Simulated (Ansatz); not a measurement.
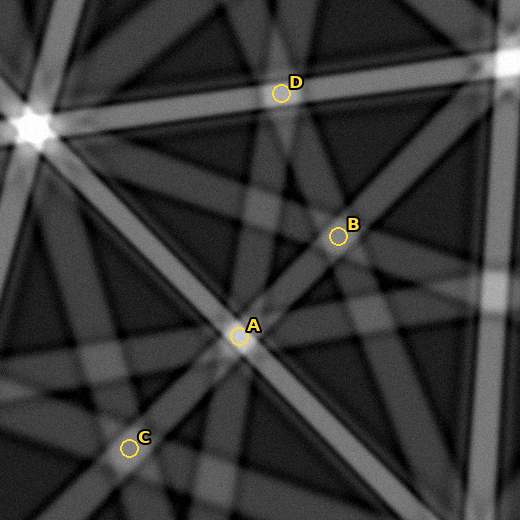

Simulated Kikuchi (electron backscatter) pattern at 20 kV: kinematic bands of width 2θ(Bragg) in gnomonic projection, seen from the camera side; the frame spans ±31° from its centre. Crystal: Ni, space group Im-3m (No. 229), a = 2.794 Å. Structure: the input geometry of an electronic-structure calculation (not necessarily at equilibrium); the starting structure was generated, so it need not be a known form of this composition.

Pole A is [110] and pole B is [120].

Index the poles C and D.

Answer. C is [210], 18.4° from A and 36.9° from B. D is [131], 31.5° from A and 19.3° from B.

Which band joins A and B, and how wide is it?

Answer. It comes from the planes common to both zones. The strongest order is 0 0 2 with d = 1.397 Å, so the band is 2θ = 3.5° wide (λ = 0.0859 Å).
